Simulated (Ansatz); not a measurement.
Consider TiAl$_{2}$.

Input file:

```
crystal:
  lattice:
    - [1.9292658468, -5.969608594, 0.0]
    - [1.9292658468, 5.969608594, 0.0]
    - [0.0, 0.0, 3.9333505038]
  atoms:
    - { symbol: Ti, position: [0.6564608708, 0.3435391292, 0.0] }
    - { symbol: Ti, position: [0.3435391292, 0.6564608708, 0.0] }
    - { symbol: Al, position: [0.0, 0.0, 0.0] }
    - { symbol: Al, position: [0.8270410807, 0.1729589193, 0.5] }
    - { symbol: Al, position: [0.1729589193, 0.8270410807, 0.5] }
    - { symbol: Al, position: [0.5, 0.5, 0.5] }
basis:
  ecutwfc: 420
kpoints:
  mp_grid: { grid: [10, 10, 10] }
hamiltonian:
  xc: lda
scf:
  occupations: { method: gaussian, width: 0.1 }
output:
  forces: true
  stress: true
  eigenvalues: true
  write_density: true
  write_potential: true
  elf: true
  volumetric_format: npy
relax:
  adjacent_minimum: "off"
  f_tol: 0.005
  max_steps: 80
  cell: { stress_tol: 0.05 }
```

Command:

```sh
ansatz run input.yaml --threads 4 --pin off --max-ram 12288MiB --backend cpu --events-out ev --progress --plain --runs-dir out
```

Below, planes, directions and counts refer to the conventional cell (a = 3.86 Å, b = 11.95 Å, c = 3.93 Å, α = 90.00°, β = 90.00°, γ = 90.00°).

Space group Cmmm; computed without spin polarisation.

Level of theory: Ansatz 0.2.0, DFT LDA, scalar-relativistic, plane waves, PAW.

What will maps of the valence pseudo-density and electron localisation function show?

Answer. Al–Al (2.76 Å): the density is about 0.24 e/Å³ at the midpoint; the ELF peaks at about 0.70 between the atoms.
Ti–Al (2.76 Å): ρ at the midpoint is about 0.22 e/Å³; the ELF is about 0.35 at the midpoint.

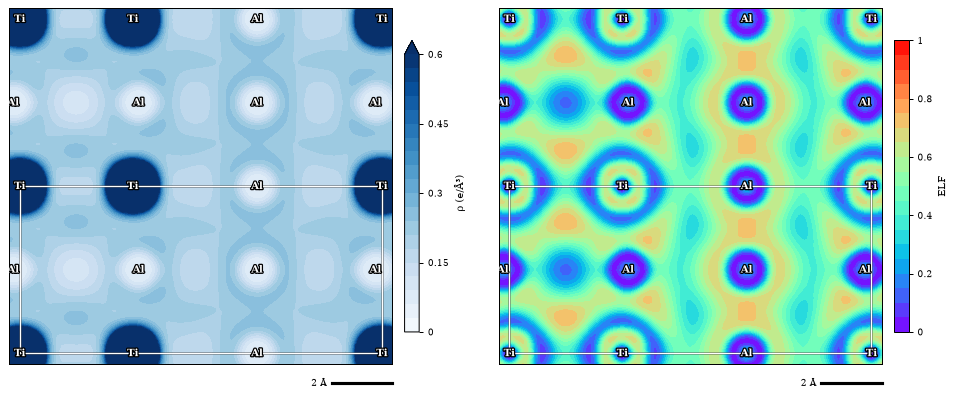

Computed valence pseudo-density and electron localisation function on the (101) plane of the conventional cell, in this order. 
